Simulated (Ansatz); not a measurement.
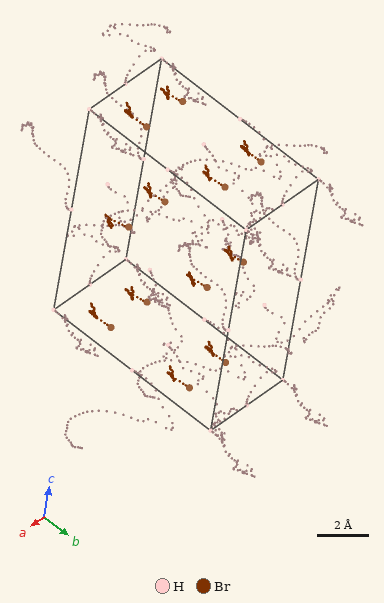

First-principles dynamics of a 16-atom cell of HBr (set up in Fmmm), 131 fs long. Dots mark each atom's position at evenly spaced times, in the colour of its element; spheres stand at the starting positions. Seen slightly off an axis in the simulation cell.

The calculation used DFT PBEsol, scalar-relativistic, plane waves, PAW (Ansatz 0.2.0). Set-up: plane-wave cutoff 420 eV; k-point mesh 2 × 2 × 2; Fermi-Dirac smearing 0.05 eV; Nosé-Hoover thermostat (NVT); set temperature 200 K; time step 1 fs.

What do the traces tell about the motion?

Root-mean-square distances from the starting positions over the second half, with the common drift of all atoms taken out: H 4.09 Å, Br 0.81 Å. The potential energy sinks well below that of the force-free first frame, so the starting arrangement isn't stable at these settings: the atoms shift into a lower-energy one. Bond changes: 13 Br–H bonds form between 15 fs and 96 fs; 5 Br–H bonds break between 27 fs and 98 fs. Over the second half the temperature averages 1241 K (spread ±439 K). That is above the set 200 K, because the structure releases potential energy faster than the thermostat removes it. The potential energy is still drifting at the end, so the run hasn't reached equilibrium. The potential energy in the second half lies on average 1219 meV per atom below the first frame. The mean pressure there is −0.3 GPa. The conserved quantity moves between −15 and 4.5 meV per atom from its start, in jumps that begin near 16 fs. That is too much for reliable dynamics. The time step of 1 fs is long for the fastest vibrations here (lightest element hydrogen).

Cost: 2.2 min on 4 threads of Intel(R) Xeon(R) 6975P-C (Granite Rapids) (shared host), peak memory 0.74 GiB.
